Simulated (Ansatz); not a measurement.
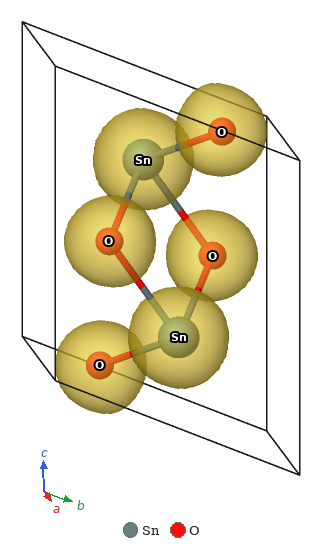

The picture shows: SnO$_{2}$. Isosurface of the valence pseudo-density at 0.8 e/Å³ (yellow), seen slightly off an axis. Sticks mark near contacts.

Space group P-1; a point of a scan over the structure, not its minimum; a structure from a database of computed crystals, not necessarily the ambient phase; not relaxed (largest force 0.7 eV/Å); PAW files of the earlier set (soft_1).

Level of theory: Ansatz 0.2.0, DFT PBE+D3(BJ), scalar-relativistic, plane waves, PAW.

Question: How is the density connected at this value?

Answer: At this value the density breaks into separate islands; it holds about 75 % of the electrons treated as valence (semicore included). It bridges none of the near contacts. It is pinched off along the sampled Sn–O (2.09 Å) and Sn–O (2.13 Å) contacts. On the grid the lowest density along these lines, outside the cores, is 0.62 e/Å³ (Sn–O, 2.09 Å) and 0.57 e/Å³ (Sn–O, 2.13 Å).
